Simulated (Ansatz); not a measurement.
## Run report: C, single-point calculation

C (P6/mmm, 10 atoms in the cell), computed with DFT, PBE, plane waves, PAW, spin-polarised (Ansatz 0.2.0).

The structure derives from an entry of the Crystallography Open Database. Some settings of this run were made unusual or wrong on purpose.

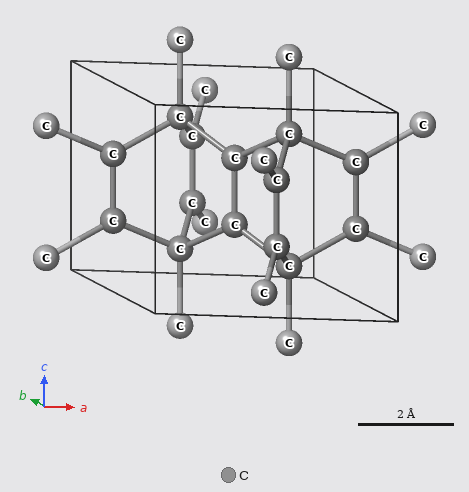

Fig. 1: The structure as given in the input (ball-and-stick view of the cell of the calculation, seen slightly off an axis; neighbours outside the cell are drawn fainter). Near neighbours in the crystal (not all of them lie inside the picture): C has 4 C at 1.66 Å; C has 3 C at 1.44 to 1.66 Å.

The input:
```yaml
crystal:
  lattice:
    - [5.2241437313, 0.0, 0.0]
    - [-2.6120718657, 4.5242411843, 0.0]
    - [0.0, 0.0, 4.506280248]
  atoms:
    - { symbol: C, position: [0.6666666667, 0.3333333333, 0.1839325] }
    - { symbol: C, position: [0.3333333333, 0.6666666667, 0.1839325] }
    - { symbol: C, position: [0.6666666667, 0.3333333333, 0.8160675] }
    - { symbol: C, position: [0.3333333333, 0.6666666667, 0.8160675] }
    - { symbol: C, position: [0.5, 0.5, 0.3404600926] }
    - { symbol: C, position: [0.0, 0.5, 0.3404600926] }
    - { symbol: C, position: [0.5, 0.0, 0.3404600926] }
    - { symbol: C, position: [0.5, 0.5, 0.6595399074] }
    - { symbol: C, position: [0.5, 0.0, 0.6595399074] }
    - { symbol: C, position: [0.0, 0.5, 0.6595399074] }
basis:
  ecutwfc: 420
kpoints:
  mp_grid: { grid: [12, 12, 10] }
hamiltonian:
  xc: pbe
scf:
  occupations: { method: gaussian, width: 0.15 }
  max_iter: 75
output:
  forces: true
  eigenvalues: true
  stress: true
magnetization:
  spin_polarized: true
  initial_magnetization: 1
```

Run as:
```bash
ansatz run input.yaml --threads 2 --pin off --max-ram 5120MiB --backend cpu --events-out ev --progress --plain --runs-dir out
```

Output:
```
Engine: ansatz 0.2.0, x86_64-unknown-linux-gnu
Pseudopotentials: kind: paw
Pseudopotential: C, paw, valence charge 4, recommended cutoff 420 eV (normal), C.paw.azcp
Functional definition: PBE
  parameter kappa = 0.804
  parameter beta = 0.06672455060314922
  exchange = pbe_x(kappa = kappa, mu = beta*pi^2/3)
  correlation = pbe_c(beta = beta)
Crystal: 10 atoms, lattice volume = 106.507 Å³
Basis set: ecut = 420 eV, 2097 PW (Γ), exchange–correlation on 72×72×64 points (8 copies of the dense FFT grid, shifted against one another)
Bands: 31, of which v1, the nominal top of the filled ones, is band 20 counted from 1 (19 counted from 0)
Symmetry: 24 space group operations
Space group: P6/mmm (ITA 191), of the structure as read, at distance tolerance 4.7e-5 Å
Magnetic group: BNS 191.233 (UNI 1463), of the structure as read, at distance tolerance 4.7e-5 Å
k-points: 114 of 1440
Non-local potential: C, projectors of the file, l = 0: 2, l = 1: 2, l = 2: 1
PAW form: soft (Blöchl's): semilocal exchange-correlation on the pseudo side does not see the compensation charge
PAW one-centre angular grid: C, 110 points (default); XC on 64 Gauss nodes
Initial density: superposition of atomic densities (chi_scale 0.1, normalization cell)
Starting moments: Σ|m| = 1 μB on 10 of 10 sites
Initial wavefunctions: pseudopotential atomic-orbital guess
Functional: x = pbe(κ = 0.804, μ = 0.2195149727645171), c = pbe(β = 0.06672455060314922)
SCF iter   1: F=—  HF=-2501.777737 eV  |F-HF|=—  |Δ(HF+E_count)|=         —  Δρ=4.32e-2 (↑4.19e-2 ↓4.32e-2)  dr2=6.62e0  dr2_m=6.06e-2  M=1.000 μB ∫|m|=1.000 μB  β_m=1.00  ethr=3.10e-3  ⟨swp⟩=5.6  Hψ=31395  notcnv=0  defer=2
preconditioner: auto → Kerker (q_TF=auto, 2.317 Å⁻¹)  [metal: Δε(μ)=0.002 eV  Ē_g=13.343 eV  σ=0.150 eV  W_gap=0.01  n_scr=20 (ndim 8)  ℏωp=22.8 eV  f_vac=0.101  D(μ)=2.05/eV (n_scr^D=8)]
spin=Collinear: Kerker preconditioning applied to the charge; magnetization (m = ρ↑ − ρ↓) channel mixes plain (no charge-response kernel on spin).
SCF iter   2: F=—  HF=-2501.702546 eV  |F-HF|=—  |Δ(HF+E_count)|=         —  Δρ=3.50e-2 (↑3.13e-2 ↓3.50e-2)  dr2=4.42e0  dr2_m=7.92e-2  M=0.001 μB ∫|m|=0.142 μB  β_m=0.30  ethr=3.10e-3  ⟨swp⟩=2.3  Hψ=11340  notcnv=0  defer=827
Mixer restart at iter 2: flushing history
preconditioner: auto → Resta (q_TF=auto, 2.317 Å⁻¹)  ε∞=3.9  [insulator: Δε(μ)=0.319 eV  Ē_g=13.337 eV  σ=0.150 eV  W_gap=0.87  n_scr=20 (ndim 8)  ℏωp=22.8 eV  f_vac=0.094  D(μ)=0.02/eV (n_scr^D=0)  ε∞_Penn≈3.9]
spin=Collinear: Resta preconditioning applied to the charge; magnetization (m = ρ↑ − ρ↓) channel mixes plain (no charge-response kernel on spin).
SCF iter   3: F=—  HF=-2500.996597 eV  |F-HF|=—  |Δ(HF+E_count)|=   7.06e-1  Δρ=2.43e-2 (↑2.22e-2 ↓2.43e-2)  dr2=2.19e0  dr2_m=4.06e-2  M=0.002 μB ∫|m|=0.114 μB  β_m=0.30  ethr=3.10e-3  ⟨swp⟩=2.7  Hψ=11440  notcnv=0  defer=827
SCF iter   4: F=—  HF=-2500.296629 eV  |F-HF|=—  |Δ(HF+E_count)|=   7.00e-1  Δρ=7.16e-3 (↑7.16e-3 ↓6.22e-3)  dr2=1.63e-1  dr2_m=1.87e-2  M=0.026 μB ∫|m|=0.107 μB  β_m=0.30  ethr=3.10e-3  ⟨swp⟩=2.7  Hψ=13031  notcnv=0  defer=864
SCF iter   5: F=—  HF=-2500.287560 eV  |F-HF|=—  |Δ(HF+E_count)|=   9.07e-3  Δρ=4.16e-3 (↑4.07e-3 ↓4.16e-3)  dr2=3.22e-2  dr2_m=1.04e-2  M=0.019 μB ∫|m|=0.083 μB  β_m=0.30  ethr=4.08e-4  ⟨swp⟩=2.3  Hψ=12327  notcnv=0  defer=837
SCF iter   6: F=—  HF=-2500.300438 eV  |F-HF|=—  |Δ(HF+E_count)|=   1.29e-2  Δρ=3.28e-3 (↑2.72e-3 ↓3.28e-3)  dr2=1.72e-2  dr2_m=5.88e-3  M=0.012 μB ∫|m|=0.063 μB  β_m=0.30  ethr=8.04e-5  ⟨swp⟩=1.1  Hψ=6278  notcnv=0  defer=836
SCF iter   7: F=—  HF=-2500.313316 eV  |F-HF|=—  |Δ(HF+E_count)|=   1.29e-2  Δρ=2.10e-3 (↑2.10e-3 ↓1.88e-3)  dr2=1.99e-3  dr2_m=3.29e-3  M=0.008 μB ∫|m|=0.049 μB  β_m=0.30  ethr=4.31e-5  ⟨swp⟩=2.2  Hψ=10365  notcnv=0  defer=836
SCF iter   8: F=—  HF=-2500.315877 eV  |F-HF|=—  |Δ(HF+E_count)|=   2.56e-3  Δρ=1.50e-3 (↑1.40e-3 ↓1.50e-3)  dr2=7.99e-4  dr2_m=1.86e-3  M=0.006 μB ∫|m|=0.039 μB  β_m=0.30  ethr=4.98e-6  ⟨swp⟩=2.4  Hψ=10372  notcnv=0  defer=836
Mixer restart at iter 8: flushing history
spin-set hold released at iteration 8 (site moments contracting): the magnetisation degrees of freedom join the quasi-Newton model from the next iteration; the mixer history was flushed
SCF iter   9: F=—  HF=-2500.317424 eV  |F-HF|=—  |Δ(HF+E_count)|=   1.55e-3  Δρ=1.13e-3 (↑1.06e-3 ↓1.13e-3)  dr2=4.77e-4  dr2_m=1.05e-3  M=0.004 μB ∫|m|=0.030 μB  β_m=0.65  ethr=2.00e-6  ⟨swp⟩=2.4  Hψ=9848  notcnv=0  defer=836
SCF iter  10: F=—  HF=-2500.319689 eV  |F-HF|=—  |Δ(HF+E_count)|=   2.26e-3  Δρ=1.06e-4 (↑7.49e-5 ↓1.06e-4)  dr2=2.33e-5  dr2_m=5.26e-6  M=0.000 μB ∫|m|=0.003 μB  β_m=0.82  ethr=1.19e-6  ⟨swp⟩=2.1  Hψ=10729  notcnv=0  defer=836
SCF iter  11: F=—  HF=-2500.319663 eV  |F-HF|=—  |Δ(HF+E_count)|=   2.56e-5  Δρ=3.56e-5 (↑3.56e-5 ↓1.64e-5)  dr2=4.37e-6  dr2_m=2.41e-7  M=-0.000 μB ∫|m|=0.001 μB  β_m=0.86  ethr=5.81e-8  ⟨swp⟩=2.0  Hψ=10618  notcnv=0  defer=917
SCF iter  12: F=—  HF=-2500.319661 eV  |F-HF|=—  |Δ(HF+E_count)|=   2.38e-6  Δρ=9.06e-6 (↑9.06e-6 ↓7.67e-6)  dr2=4.94e-7  dr2_m=1.53e-8  M=-0.000 μB ∫|m|=0.000 μB  β_m=0.91  ethr=1.09e-8  ⟨swp⟩=2.1  Hψ=9777  notcnv=0  defer=917
SCF iter  13: F=—  HF=-2500.319661 eV  |F-HF|=—  |Δ(HF+E_count)|=   3.55e-7  Δρ=4.21e-6 (↑2.23e-6 ↓4.21e-6)  dr2=4.67e-8  dr2_m=4.73e-9  M=-0.000 μB ∫|m|=0.000 μB  β_m=0.96  ethr=2.50e-10  ⟨swp⟩=10.8  Hψ=39782  notcnv=0
SCF iter  14: F=—  HF=-2500.319661 eV  |F-HF|=—  |Δ(HF+E_count)|=   1.90e-8  Δρ=7.93e-7 (↑6.74e-7 ↓7.93e-7)  dr2=8.53e-10  dr2_m=4.53e-10  M=-0.000 μB ∫|m|=0.000 μB  β_m=0.98  ethr=1.17e-10  ⟨swp⟩=4.5  Hψ=22567  notcnv=0
SCF iter  15: F=-2500.319661 eV  HF=-2500.319661 eV  |F-HF|=1.91e-11  |Δ(HF+E_count)|=  3.57e-10  Δρ=1.38e-7 (↑1.38e-7 ↓1.25e-7)  dr2=7.52e-12  dr2_m=1.61e-11  M=0.000 μB ∫|m|=0.000 μB  ethr=2.13e-12  ⟨swp⟩=2.5  Hψ=13160  notcnv=0
SCF 1 converged in 15 iterations: F = -2500.319661 eV  dr2 = 7.52e-12
  greatest PAW one-centre occupation: 0.634 electrons in one spin orbital (limit 2), on the C atom at site 9 (counted from 0), in its partial waves of l = 0
```

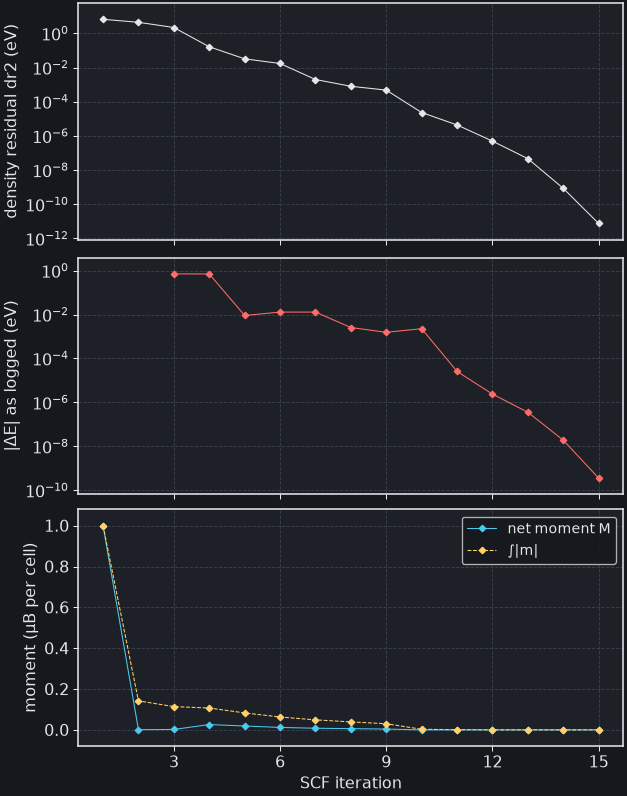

Fig. 2: Convergence of the self-consistent field: density residual dr2, size of the energy change and magnetic moment against the SCF iteration. The residual falls at every step. The net moment goes from 1.0 to 0.0 μB per cell, and ∫|m| falls to zero.

```
WARN: the starting moments were not kept: the SCF closed with an absolute magnetisation of 6.1e-6 μB, where they sum to 1 μB in size (10 sites). That is at most 0.1 of that sum. Measured as dr2_m measures the in/out step, that magnetisation stands 3.2e-12 eV from none, at or under the dr2_threshold of 1.0e-7 eV: it is no larger than a step whose dr2_m would equal this threshold. The system may hold no moment; this SCF shows only that its start led to no more than that. To try another start: raise the starting moments (crystal.atoms[].spin, magnetization.per_species, magnetization.initial_magnetization, or on a non-collinear deck that types none of these the spinor_matrix: blocks that start its atoms; where the total moment is fixed, keep their sum and leave initial_magnetization as it is; typed ones take the place of any that the run laid by itself, positive ones on a crystal's lanthanoids without a Hubbard term where scf.initial_density.shell_occupations: [] is typed) or, if the notice of its spin-set hold's release reads "site moments contracting" or "site moments show no strong build", lengthen the hold (scf.mixing.spin_hold: { on: { confirm: 4 } }; for m-r²SCAN on two components see the key's manual first). Each may lead to a state that holds a moment. A second SCF, from the converged charge density, with the starting moments and any scf.initial_density.shell_occupations laid on it anew, would have followed, and was not run: the deck does not ask for one (magnetization.retry_lost_moments is false, the default). To let it run, set magnetization.retry_lost_moments: true and run the deck again, where that key's refused combinations let it; where memory then withholds it, that run's warning says so.
SCF converged after 15 iterations
Magnetization: 0.0000 μB (20.0000 up, 20.0000 down)
Absolute magnetization: 0.0000 μB (∫|ρ↑−ρ↓|, with the PAW one-centre terms)
Spin contamination: 0.0000 ħ² per cell (⟨S²⟩ above its minimum at these occupations)
Per-site moments (μB) at R_I (Å): [(4.3377418258321954e-7, 0.6838023981650897), (4.337741825872039e-7, 0.6838023981650897), (4.3377418257406835e-7, 0.6838023981650897), (4.337741825948863e-7, 0.6838023981650897), (-2.446615461532032e-7, 0.5931185151246046), (-2.4466154615896433e-7, 0.5931185151246046), (-2.4466154615066336e-7, 0.5931185151246046), (-2.446615461671513e-7, 0.5931185151246046), (-2.446615461468739e-7, 0.5931185151246046), (-2.4466154616575304e-7, 0.5931185151246046)]
Free energy (F): -2500.319661 eV
Harris-Foulkes:  -2500.319661 eV  (|F-HF|=1.91e-11)
Internal energy: -2500.317538 eV  (E = F + TS)
E sigma→0 (E₀):  -2500.318600 eV
Entropy (-TS):   -0.002122 eV (-0.212 meV/atom)
Fermi energy:    5.494195 eV
--- Per-component energies (eV) ---
  E_band       = -113.995974
  E_kinetic    = 844.259811
  E_local      = -1675.362999  (includes V_loc(G=0)·N_el)
  E_nonlocal   = 258.511565
  E_hartree    = 544.909889
  E_xc         = -462.555807
  E_vxc        = -571.802231  (∫ρ·V_xc dr)
  E_paw        = -986.412521  (= ΣΔE_a)
  E_vpaw       = -59.421877  (= ΣTr[D̂ρ^β])
  E_aug_tail   = 0.000070  (compensation charges beyond the density's cutoff)
  E_ewald      = -1023.667545
  E_smearing   = -0.002122  (= −TS)
  E_closure    = -0.000000  (closes the sum)
  Σ components = -2500.319661   (vs F -2500.319661, Δ=0.00e0)
--- Forces (eV/Å), atoms counted from 1 ---
  atom   1  C      0.00000000     0.00000000     0.67155907
  atom   2  C     -0.00000000    -0.00000000     0.67155907
  atom   3  C      0.00000000     0.00000000    -0.67155907
  atom   4  C     -0.00000000    -0.00000000    -0.67155907
  atom   5  C      0.00000000     0.00000000     2.57255504
  atom   6  C      0.00000000    -0.00000000     2.57255504
  atom   7  C     -0.00000000     0.00000000     2.57255504
  atom   8  C      0.00000000    -0.00000000    -2.57255504
  atom   9  C      0.00000000    -0.00000000    -2.57255504
  atom  10  C     -0.00000000     0.00000000    -2.57255504
  max |Σ_I F_I| component: 8.88e-16 eV/Å
--- Stress (GPa, compression-positive) ---
      -32.344174       0.000000       0.000000
        0.000000     -32.344174       0.000000
        0.000000       0.000000     -60.524518
  P = ⅓ Tr σ = -41.7376 GPa (-417.376 kbar)
--- Band table (eV; the first three rows and the last of 228) ---
  k-point 0 ↑: bands = ["-12.9539", "-9.4395", "-8.3805", "-8.3805", "-8.0787", "-6.6116", "-5.1881", "-3.0010", "-3.0010", "-2.6116", "-2.0361", "-2.0361", "-1.3425", "-1.3425", "1.7172", "1.7172", "2.6119", "3.3989", "3.3989", "5.3203", "6.9933", "8.4077", "8.4077", "9.5319", "9.5319", "10.3180", "10.4166", "11.6587", "11.6587", "11.9758", "12.2440"]
  k-point 1 ↑: bands = ["-12.9030", "-9.3862", "-8.5609", "-8.3546", "-8.3546", "-6.0461", "-5.4887", "-3.2759", "-3.2759", "-2.2694", "-1.9833", "-1.9833", "-1.0321", "-1.0321", "1.5553", "1.5553", "2.3927", "3.4435", "3.4435", "5.3298", "7.0447", "8.3326", "8.3326", "9.7773", "9.7773", "10.2087", "10.3884", "11.5895", "11.5895", "11.9368", "12.4771"]
  k-point 2 ↑: bands = ["-12.7527", "-9.3361", "-9.2275", "-8.2835", "-8.2835", "-6.1149", "-5.0225", "-3.7852", "-3.7852", "-1.8283", "-1.8283", "-1.5375", "-0.4278", "-0.4278", "1.1486", "1.1486", "1.7844", "3.5429", "3.5429", "5.3548", "7.2005", "8.1447", "8.1447", "9.8845", "10.3131", "10.4526", "10.4526", "11.2342", "11.3733", "11.3733", "11.9973"]
  k-point 113 ↓: bands = ["-10.9544", "-10.9544", "-9.9728", "-9.9728", "-8.1982", "-4.9372", "-3.8904", "-3.8904", "-2.3603", "-2.3603", "-0.1842", "-0.1842", "-0.1170", "-0.1170", "0.1344", "0.3473", "0.7946", "2.3341", "3.7496", "3.7496", "5.5352", "7.6686", "7.6686", "10.6469", "10.6469", "11.3719", "11.5785", "11.5785", "12.0429", "12.0429", "13.3458"]
```

What the run reported:

```csv
quantity,value
outcome,converged
space group (tolerance 0.01 Å),P6/mmm (191)
electrons treated,40
free energy,−2500.3197 eV
Fermi energy,5.494 eV
gap on the k-point mesh,0.11 eV
net moment of the cell,0.00 μB
integrated absolute moment,0.00 μB
pressure,−41.74 GPa
largest force (length of the vector),2.573 eV/Å
hardware,"2 threads of Intel Xeon @ 2.50GHz (Skylake/Cascade Lake), 64 GiB of memory available, shared host"
wall time,32 s (CPU time 63 s)
peak memory,0.77 GiB
```

What went wrong:

The input was spoiled on purpose: an impossible spin (`magnetization`). The system has too few electrons for this moment. The program still converged, but the numbers can't be taken as results for the intended system. The program warns: some starting moments were not kept.
